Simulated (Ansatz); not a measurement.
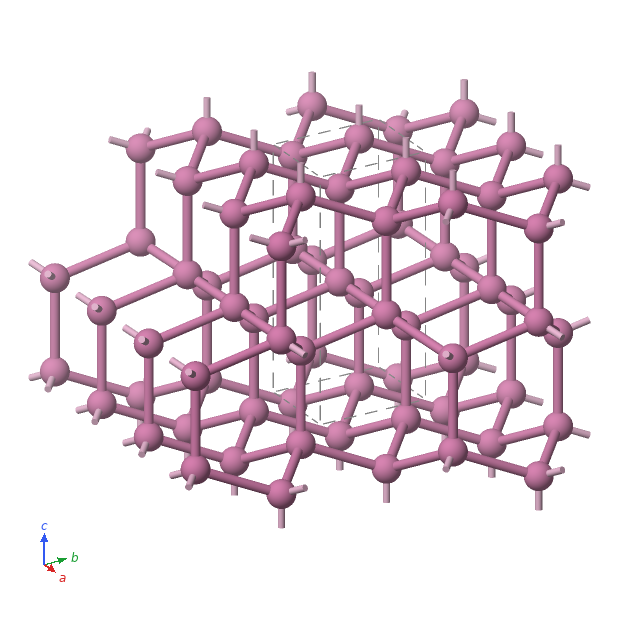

A cut-out of a periodic net derived from a crystal structure. Nodes are coloured by topological kind. Short stubs are edges that leave the cut-out.

Q: Describe the net.

A: A uninodal 4-connected, three-periodic net. It is the lon net, known from lonsdaleite, wurtzite and tridymite.

Q: Give point symbol and coordination sequence.

A: 6^6, sequence 4, 12, 25, 44, 67, 96.

Origin of the net. System GaN (space group P6_3mc, No. 186); source of the atomic positions: coordinates from a relaxation with DFT PBEsol, scalar-relativistic, plane waves, PAW in Ansatz. Bonds are taken as Ga–N below 2.2 Å; no other contact counts. Simplification: prune 0- and 1-connected atoms, fold 2-connected ones into links. Ga and N are 4-connected nodes.
